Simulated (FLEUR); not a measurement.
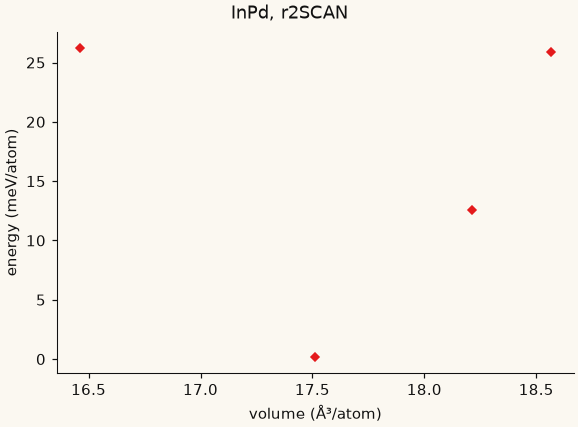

Plotted: energy against volume for InPd, space group Pm-3m (No. 221).

The given structure:
```yaml
crystal:
  lattice:
    - [3.27188, 0.00000, 0.00000]
    - [0.00000, 3.27188, 0.00000]
    - [0.00000, 0.00000, 3.27188]
  atoms:
    - { symbol: In, position: [0.00000, 0.00000, 0.00000] }
    - { symbol: Pd, position: [0.50000, 0.50000, 0.50000] }
```

Calculation (FLEUR MaX-R8.1 (later development tree)): all-electron LAPW DFT, no spin polarisation; energies at scaled volumes of the given cell, shape and fractions fixed, counted from the fit's minimum, third-order Birch-Murnaghan fit. Level: r2SCAN.

- k mesh: 8×8×8
- occupations: Fermi–Dirac
- smearing width: 0.05 eV
- potentials: all electron
- program settings: basis FLAPW, kmax 4.3 1/bohr

The point at volume 16.81 Å³/atom is left out of the plot. What does the calculation give there?

```tsv
volume (Å³/atom)	energy (meV/atom)
16.81	10.38
```
